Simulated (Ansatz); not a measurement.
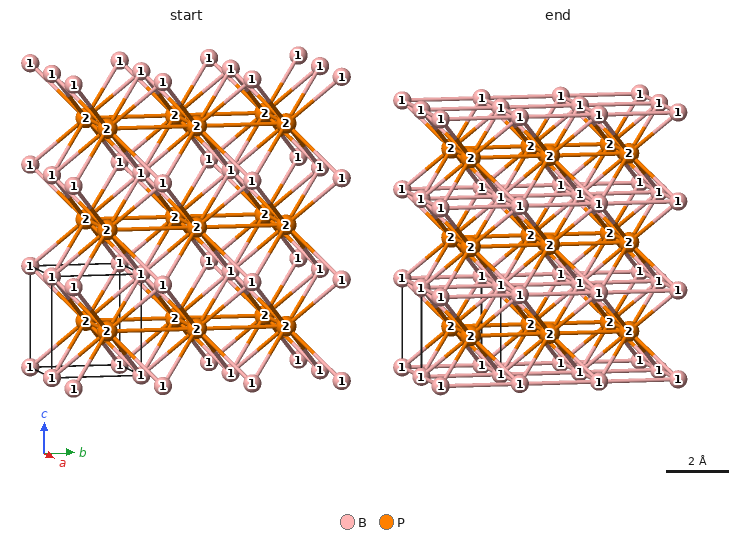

The structure of crystalline BP (a generated structure, set up in P4/mmm) (coarse preliminary run) before (left) and after (right) a relaxation, at one scale.

Style: ball-and-stick. Shown: the cell of the calculation, repeated 2 × 3 × 3 with one cell outlined, slightly off an axis.

These are results of Ansatz, DFT PBE, scalar-relativistic, plane waves, PAW, not measurements.

Input
```yaml
crystal:
  lattice:
    - [2.97046992, 0.0, 0.0]
    - [0.0, 2.97046992, 0.0]
    - [0.0, 0.0, 3.29738699]
  atoms:
    - { symbol: B, position: [0.0, 0.0, 0.0] }
    - { symbol: P, position: [0.5, 0.5, 0.5] }
basis:
  ecutwfc: 420
kpoints:
  mp_grid: { grid: [6, 6, 6] }
hamiltonian:
  xc: pbe
scf:
  occupations: { method: gaussian, width: 0.1 }
  lower_state_search: "off"
output:
  forces: true
  stress: true
  eigenvalues: true
relax:
  adjacent_minimum: "off"
  f_tol: 0.04
  max_steps: 70
  cell: { stress_tol: 0.4 }
```

Command:
```bash
ansatz run input.yaml --threads 1 --pin off --max-ram 2048MiB --backend cpu --events-out ev --progress --plain --runs-dir out
```

Question: Describe what moved and what it gained.

Answer: No atom moves by more than 0.005 Å relative to the cell. Cell: a = b 2.970 → 2.632 Å (−11.4 %), c 3.297 → 2.894 Å (−12.2 %). Volume −31.1 %. Among the contacts that change: P2–P2 3.297 → 2.894 Å, B1–B1 2.970 → 2.632 Å, P2–P2 (another image) 2.970 → 2.632 Å, B1–P2 2.670 → 2.358 Å. The space group stays P4/mmm (No. 123). After 7 accepted moves (9 points after the start) the energy has fallen by 0.839 eV per cell of the calculation. All forces vanish by symmetry, so only the cell relaxes. Pressure: −21.46 GPa at the start and 0.00 GPa at the end. At 2 points the geometry stayed and the basis and grid were re-selected for the new cell (energy shift of 1.6 meV per cell of the calculation at most each time).
